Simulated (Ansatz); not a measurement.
# What a change does: single-point calculation on CuI

System: CuI (F-43m, 2 atoms in the cell).
Method of run 1: Kohn-Sham DFT of a periodic cell, PBE, all-electron LAPW, scalar-relativistic, no spin polarisation (Ansatz 0.2.0).

The structure derives from an entry of the Crystallography Open Database. Text and figures count atoms from 1; the logs count them from 0 in places.

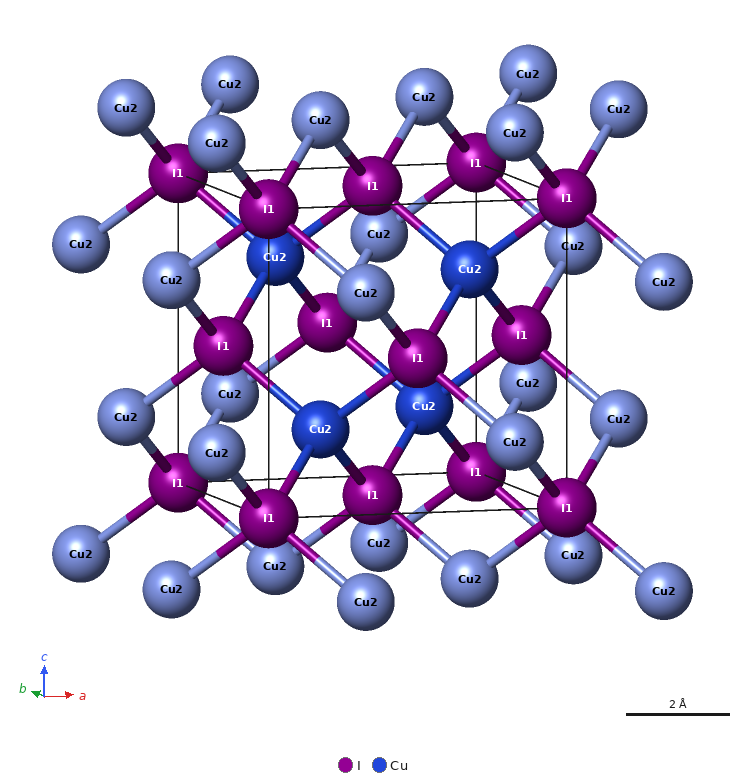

The input geometry (ball-and-stick view of the cell 4 times as large as that of the calculation, set on its symmetry axes, seen slightly off an axis; neighbours outside the cell are drawn fainter; atoms are numbered from 1 in the order of the input).

Input, run 1:
```yaml
crystal:
  lattice:
    - [0.0, 3.0315, 3.0315]
    - [3.0315, 0.0, 3.0315]
    - [3.0315, 3.0315, 0.0]
  atoms:
    - { symbol: I, position: [0.0, 0.0, 0.0] }
    - { symbol: Cu, position: [0.75, 0.75, 0.75] }
kpoints:
  mp_grid: { grid: [6, 6, 6] }
scf:
  occupations: { method: fermi_dirac, width: 0.06 }
hamiltonian:
  xc: pbe
  pseudopotentials: { kind: all_electron, lapw: { basis_error: 0.002 } }
output:
  forces: true
  stress: true
  eigenvalues: true
```

Command:
```bash
ansatz run input.yaml --threads 1 --pin off --max-ram 3072MiB --backend cpu --events-out ev --progress --plain --runs-dir out
```

Hardware: 1 thread of Arm Neoverse V1, 24 GiB of memory available, shared host.

Output, shortened to warnings, some set-up lines, iterations and results (run 1):
```
Basis set: ecut = 260.85114081759076 eV, 531 PW (Γ), exchange–correlation at level 2
Symmetry: 24 space group operations
k-points: 16 of 216 (time reversal used)
Initial density: superposition of atomic densities (chi_scale 0.1, normalization cell, long waves kept (reshape's long-wave potential 0.00 eV rms))
[...]
SCF iter   1: F=—  HF=-238676.668760 eV  |F-HF|=—  |Δ(HF+E_count)|=         —  Δρ=1.63e-2  dr2=1.39e-1  ethr=3.15e-4  ⟨swp⟩=2.8  Hψ=2926  notcnv=0
SCF iter   2: F=—  HF=-238677.077205 eV  |F-HF|=—  |Δ(HF+E_count)|=   4.08e-1  Δρ=1.43e-2  dr2=2.24e-1  ethr=3.15e-4  ⟨swp⟩=3.0  Hψ=1464  notcnv=0
SCF iter   3: F=—  HF=-238676.522377 eV  |F-HF|=—  |Δ(HF+E_count)|=   5.55e-1  Δρ=7.15e-3  dr2=4.74e-2  ethr=3.15e-4  ⟨swp⟩=2.9  Hψ=1378  notcnv=0
SCF iter   4: F=—  HF=-238676.467396 eV  |F-HF|=—  |Δ(HF+E_count)|=   5.50e-2  Δρ=3.02e-3  dr2=7.83e-3  ethr=1.08e-4  ⟨swp⟩=3.0  Hψ=1391  notcnv=0
SCF iter   5: F=—  HF=-238676.458356 eV  |F-HF|=—  |Δ(HF+E_count)|=         —  Δρ=1.27e-3  dr2=1.41e-3  ethr=1.78e-5  ⟨swp⟩=2.0  Hψ=1233  notcnv=0
SCF iter   6: F=—  HF=-238676.456255 eV  |F-HF|=—  |Δ(HF+E_count)|=   2.10e-3  Δρ=1.93e-4  dr2=3.85e-5  ethr=8.80e-8  ⟨swp⟩=2.0  Hψ=2155  notcnv=0
SCF iter   7: F=—  HF=-238676.456216 eV  |F-HF|=—  |Δ(HF+E_count)|=   3.89e-5  Δρ=2.68e-5  dr2=4.99e-7  ethr=8.75e-8  ⟨swp⟩=2.1  Hψ=1236  notcnv=0
SCF iter   8: F=-238676.456215 eV  HF=-238676.456215 eV  |F-HF|=4.05e-9  |Δ(HF+E_count)|=   7.53e-7  Δρ=3.67e-6  dr2=1.10e-8  ethr=1.13e-9  ⟨swp⟩=3.0  Hψ=1327  notcnv=0
SCF 1 converged in 8 iterations: F = -238676.456215 eV  dr2 = 1.10e-8
SCF converged after 8 iterations
Free energy (F): -238676.456215 eV
Harris-Foulkes:  -238676.456215 eV  (|F-HF|=4.05e-9)
Internal energy: -238676.456213 eV  (E = F + TS)
E sigma→0 (E₀):  -238676.456214 eV
Entropy (-TS):   -0.000002 eV (-0.001 meV/atom)
Fermi energy:    9.893612 eV
--- Per-component energies (eV) ---
  E_band       = -1841.799193
  E_kinetic    = 250752.011289
  E_xc         = -6782.013973
  E_electrostatic = -482646.453530  (all electrons and nuclei)
  E_smearing   = -0.000002  (= −TS)
  E_closure    = 0.000000  (closes the sum)
  E_atoms      = -238670.910979  (free atoms, spherical and without spin; not in F)
  Σ components = -238676.456215   (vs F -238676.456215, Δ=0.00e0)
  Basis errors (estimates in eV, not in F): energy 8.5e-4 per atom: plane waves 7.6e-4 (4.6e-4 summed), levels above the bands 1.2e-60, relativity 9.0e-8, radial functions 8.3e-5, core shells 9.7e-9; eigenvalues (radial functions only) 1.8e-6; not estimated: angular momenta, meshes, grids; target …
--- Forces (eV/Å), atoms counted from 1 ---
  atom   1  I      0.00000000    -0.00000000     0.00000000
  atom   2  Cu    -0.00000000     0.00000000     0.00000000
  max |Σ_I F_I| component: 2.78e-17 eV/Å
--- Stress (GPa, compression-positive) ---
        0.347585       0.000000      -0.000000
        0.000000       0.347585       0.000000
       -0.000000       0.000000       0.347585
  P = ⅓ Tr σ = 0.3476 GPa (3.476 kbar)
```

The input of run 2 differs as follows (lines with − go, lines with + come):
```diff
-  mp_grid: { grid: [6, 6, 6] }
+  mp_grid: { grid: [3, 3, 3] }
-  occupations: { method: fermi_dirac, width: 0.06 }
+  occupations: { method: fermi_dirac, width: 0.03 }
```

How does run 2 compare with run 1?

The free energy of run 2 is 77.4 meV per atom higher, the joint effect of these numerical settings, which can't be told apart here. The pressure goes from 0.35 to 1.34 GPa. The number of SCF iterations is the same. The irreducible k-points go from 16 to 4. On the same kind of shared host run 2 took about 0.38 times as long.

Output, shortened to warnings, some set-up lines, iterations and results (run 2):
```
Basis set: ecut = 260.85114081759076 eV, 531 PW (Γ), exchange–correlation at level 2
Symmetry: 24 space group operations
k-points: 4 of 27 (time reversal used)
Initial density: superposition of atomic densities (chi_scale 0.1, normalization cell, long waves kept (reshape's long-wave potential 0.00 eV rms))
[...]
SCF iter   1: F=—  HF=-238676.516500 eV  |F-HF|=—  |Δ(HF+E_count)|=         —  Δρ=1.69e-2  dr2=1.69e-1  ethr=3.81e-4  ⟨swp⟩=2.8  Hψ=725  notcnv=0
SCF iter   2: F=—  HF=-238676.925380 eV  |F-HF|=—  |Δ(HF+E_count)|=   4.09e-1  Δρ=1.43e-2  dr2=2.24e-1  ethr=3.81e-4  ⟨swp⟩=3.0  Hψ=376  notcnv=0
SCF iter   3: F=—  HF=-238676.363259 eV  |F-HF|=—  |Δ(HF+E_count)|=   5.62e-1  Δρ=7.11e-3  dr2=4.70e-2  ethr=3.81e-4  ⟨swp⟩=2.8  Hψ=339  notcnv=0
SCF iter   4: F=—  HF=-238676.312185 eV  |F-HF|=—  |Δ(HF+E_count)|=   5.11e-2  Δρ=3.01e-3  dr2=7.69e-3  ethr=1.07e-4  ⟨swp⟩=3.0  Hψ=349  notcnv=0
SCF iter   5: F=—  HF=-238676.303245 eV  |F-HF|=—  |Δ(HF+E_count)|=         —  Δρ=1.22e-3  dr2=1.28e-3  ethr=1.75e-5  ⟨swp⟩=2.0  Hψ=317  notcnv=0
SCF iter   6: F=—  HF=-238676.301379 eV  |F-HF|=—  |Δ(HF+E_count)|=   1.87e-3  Δρ=1.14e-4  dr2=1.29e-5  ethr=2.97e-8  ⟨swp⟩=2.0  Hψ=538  notcnv=0
SCF iter   7: F=—  HF=-238676.301367 eV  |F-HF|=—  |Δ(HF+E_count)|=   1.21e-5  Δρ=3.23e-5  dr2=7.23e-7  ethr=2.94e-8  ⟨swp⟩=2.0  Hψ=308  notcnv=0
SCF iter   8: F=-238676.301366 eV  HF=-238676.301366 eV  |F-HF|=7.86e-9  |Δ(HF+E_count)|=   1.33e-6  Δρ=3.30e-6  dr2=9.46e-9  ethr=1.64e-9  ⟨swp⟩=3.0  Hψ=327  notcnv=0
SCF 1 converged in 8 iterations: F = -238676.301366 eV  dr2 = 9.46e-9
SCF converged after 8 iterations
Free energy (F): -238676.301366 eV
Harris-Foulkes:  -238676.301366 eV  (|F-HF|=7.86e-9)
Internal energy: -238676.301366 eV  (E = F + TS)
E sigma→0 (E₀):  -238676.301366 eV
Fermi energy:    9.901194 eV
--- Per-component energies (eV) ---
  E_band       = -1838.933473
  E_kinetic    = 250752.836087
  E_xc         = -6782.248089
  E_electrostatic = -482646.889363  (all electrons and nuclei)
  E_smearing   = -0.000000  (= −TS)
  E_closure    = 0.000000  (closes the sum)
  E_atoms      = -238670.910979  (free atoms, spherical and without spin; not in F)
  Σ components = -238676.301366   (vs F -238676.301366, Δ=0.00e0)
  Basis errors (estimates in eV, not in F): energy 8.6e-4 per atom: plane waves 7.7e-4 (4.6e-4 summed), levels above the bands 6.3e-126, relativity 9.1e-8, radial functions 9.2e-5, core shells 9.7e-9; eigenvalues (radial functions only) 1.7e-6; not estimated: angular momenta, meshes, grids; target …
--- Forces (eV/Å), atoms counted from 1 ---
  atom   1  I      0.00000000    -0.00000000    -0.00000000
  atom   2  Cu    -0.00000000     0.00000000     0.00000000
  max |Σ_I F_I| component: 1.62e-17 eV/Å
--- Stress (GPa, compression-positive) ---
        1.336090      -0.000000      -0.000000
       -0.000000       1.336090       0.000000
       -0.000000       0.000000       1.336090
  P = ⅓ Tr σ = 1.3361 GPa (13.361 kbar)
```

The two runs side by side:

```csv
quantity,run 1,run 2
outcome,converged,converged
free energy per atom (eV),−119338.2281,−119338.1507
gap on the mesh (eV),1.12,1.12
pressure (GPa),0.35,1.34
largest force (eV/Å),0.000,0.000
SCF iterations,8,8
irreducible k-points,16,4
plane waves at Γ,531,531
wall time (shared host),11 s,4.2 s
```
